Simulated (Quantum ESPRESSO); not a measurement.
## ZnSe (Stilleite): a worked LO-TO splitting

How high does the longitudinal optical mode of ZnSe (Stilleite) lie, given the transverse one, the Born charge and ε∞?

Calculated with Quantum ESPRESSO 7.5; DFT PBE, scalar-relativistic, plane waves, PseudoDojo norm-conserving pseudopotentials.

### Step 1. Set-up

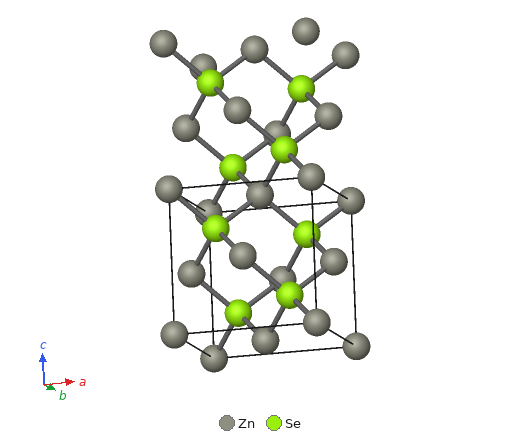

Start, viewed from a free direction; zinc grey, selenium green. 1×1×2 cells are drawn. This picture shows the conventional cell, with its axes. Bonds to atoms that aren't drawn are left out. Some periodic images of atoms are drawn too.

Structure file:

```
Zn Se
1.0
    -2.86450    0.00000    2.86450
     0.00000    2.86450    2.86450
    -2.86450    2.86450    0.00000
Zn Se
1 1
Cartesian
  0.0000 0.0000 0.0000
  -1.4323 1.4323 1.4323
```

This is the cell after its relaxation at this level of theory, not the database cell from which that began.

### Step 2. What the response run gave

A linear-response run on the relaxed cell, with the response to an electric field; only its zone-centre results are used. Cutoff 95 Ry, k mesh 8×8×8.

Output:

```text
[banners, grids, parts of the stress and lines that vanish by symmetry left out]
Program PHONON v.7.5
     Reading xml data from directory:

[...]
Exchange-correlation= PBE
                           (   1   4   3   4   0   0   0)
[...]
kinetic-energy cut-off    =      95.0000  Ry
     charge density cut-off    =     380.0000  Ry
     convergence threshold     =      1.0E-18
[...]
Exchange-correlation= PBE
                           (   1   4   3   4   0   0   0)
[...]
q = (   0.0000000   0.0000000   0.0000000 )
     25 Sym.Ops. (with q -> -q+G )
     G cutoff =  564.0925  (  39693 G-vectors)     FFT grid: ( 48, 48, 48)
     number of k points=    29
[...]
Mode symmetry, T_d (-43m)  point group:
[...]
Dielectric constant
[...]
End of electric fields calculation
          Dielectric constant in cartesian axis
          (       8.187855314       0.000000000      -0.000000000 )
          (       0.000000000       8.187855314       0.000000000 )
          (      -0.000000000       0.000000000       8.187855314 )
          Effective charges (d Force / dE) in cartesian axis without acoustic sum rule applied (asr)
           atom    1  Zn    Mean Z*:        2.11154
      Ex  (        2.11154        0.00000       -0.00000 )
      Ey  (        0.00000        2.11154       -0.00000 )
      Ez  (       -0.00000       -0.00000        2.11154 )
           atom    2  Se    Mean Z*:       -2.15364
      Ex  (       -2.15364       -0.00000       -0.00000 )
      Ey  (       -0.00000       -2.15364        0.00000 )
      Ez  (       -0.00000        0.00000       -2.15364 )
          Effective charges Sum: Mean:       -0.04209
[...]
Effective charges (d Force / dE) in cartesian axis with asr applied:
           atom    1  Zn    Mean Z*:        2.13259
[...]
atom    2  Se    Mean Z*:       -2.13259
[...]
Representation #   1 modes #   1   2   3
[...]
End of self-consistent calculation
     Convergence has been achieved
     Representation #   2 modes #   4   5   6
[...]
End of self-consistent calculation
     Convergence has been achieved
[...]
Dielectric constant in cartesian axis
          (       8.187855314       0.000000000      -0.000000000 )
          (       0.000000000       8.187855314       0.000000000 )
          (      -0.000000000       0.000000000       8.187855314 )
          Effective charges (d Force / dE) in cartesian axis without acoustic sum rule applied (asr)
           atom    1  Zn    Mean Z*:        2.11154
      Ex  (        2.11154        0.00000       -0.00000 )
      Ey  (        0.00000        2.11154       -0.00000 )
      Ez  (       -0.00000       -0.00000        2.11154 )
           atom    2  Se    Mean Z*:       -2.15364
      Ex  (       -2.15364       -0.00000       -0.00000 )
      Ey  (       -0.00000       -2.15364        0.00000 )
      Ez  (       -0.00000        0.00000       -2.15364 )
          Effective charges Sum: Mean:       -0.04209
[...]
Effective charges (d Force / dE) in cartesian axis with asr applied:
           atom    1  Zn    Mean Z*:        2.13259
[...]
atom    2  Se    Mean Z*:       -2.13259
[...]
q = (    0.000000000   0.000000000   0.000000000 )
[...]
freq (    1) =      -0.085419 [THz] =      -2.849287 [cm-1]
     freq (    2) =      -0.085419 [THz] =      -2.849287 [cm-1]
     freq (    3) =      -0.085419 [THz] =      -2.849287 [cm-1]
     freq (    4) =       5.867466 [THz] =     195.717605 [cm-1]
     freq (    5) =       5.867466 [THz] =     195.717605 [cm-1]
     freq (    6) =       5.867466 [THz] =     195.717605 [cm-1]
[...]
Mode symmetry, T_d (-43m)  point group:
     freq (   1-   3) =         -2.8  [cm-1]   --> T_2  G_15 P_4   I+R
     freq (   4-   6) =        195.7  [cm-1]   --> T_2  G_15 P_4   I+R

   JOB DONE.
```

```tsv
quantity	value
cell volume Ω (Å³)	47.009
mass of Zn (u)	65.380
mass of Se (u)	78.971
Born charge of Zn, raw (e)	2.111
Born charge of Se, raw (e)	-2.154
ε∞	8.188
ω(TO) after the sum rule (cm⁻¹)	195.8
```

### Step 3. The calculation

The charges must sum to zero over the cell; taking off their mean, -0.021 e, leaves Z* = 2.133 e on Zn. In the polar mode Zn moves against Se, so the reduced mass is μ = 65.38 × 78.97 / 144.35 = 35.768 u.

A longitudinal wave builds up a field that adds to the restoring force: ω(LO)² = ω(TO)² + 4π Z*² / (μ Ω ε∞), in Hartree atomic units. With μ = 65201 electron masses and Ω = 317.23 bohr³ the second term is 3.3745e-07 Ha², or 16255 cm⁻² (1 Ha = 219474.6 cm⁻¹).

So ω(LO) = √(38318 + 16255) = 233.6 cm⁻¹, and by the Lyddane-Sachs-Teller relation ε₀ = ε∞ (ω(LO)/ω(TO))² = 11.66.

### Step 4. Check against the program

The analysis program adds the same non-analytic term to the full matrix, here for q along (1 0 0).

Output:

```text
[banner, memory and clock lines left out]
Program DYNMAT v.7.5

     Reading Dynamical Matrix from file g.dyn
     ...Force constants read
     ...epsilon and Z* read

     Polarizability (A^3 units)
     multiply by 0.294468 for Clausius-Mossotti correction
        26.888560    0.000000   -0.000000
         0.000000   26.888560    0.000000
        -0.000000    0.000000   26.888560

     IR activities are in (D/A)^2/amu units

# mode   [cm-1]    [THz]      IR
    1      0.00    0.0000    0.0000
    2      0.00    0.0000    0.0000
    3      0.00    0.0000    0.0000
    4    195.75    5.8683    2.9335
    5    195.75    5.8683    2.9335
    6    233.61    7.0033    2.9335
```

ε₀ comes from the program's run without a direction of q.

```tsv
quantity	by hand	program
ω(LO) (cm⁻¹)	233.6	233.6
ε₀	11.66	11.66
```

### Step 5. Summary of results

* TO mode: 195.8 cm⁻¹
* LO mode: 233.6 cm⁻¹
* static dielectric constant: 11.66

The LO mode of ZnSe (Stilleite) lies at 234 cm⁻¹, 38 cm⁻¹ above the TO mode; the formula meets the program within 0.1 cm⁻¹, as it must for a cubic crystal with one polar mode. ω(LO)² − ω(TO)² goes with Z*²/ε∞: an error of 5 % in ε∞ would move the LO mode by 1.7 cm⁻¹, and semilocal functionals tend to overestimate ε∞. The raw charges miss their sum by 0.042 e, a sign that the k mesh is short for the field response, so ε∞ may be some per cent too high. These are harmonic values at zero temperature, at the volume of this functional, for the structure held cubic; stability elsewhere in the zone is no part of this calculation.

[Host names and launcher messages were left out of these logs when they were recorded.]

[Logs are printed without paths, hosts, clocks, repeated set-up lines and the standing remarks that a program may print on its own settings, such as how far it seeks lower states.]

[Hosts, paths, dates, database ids (printed as entryN), source tags and the programs' standing remarks are cut or masked in the printed files.]
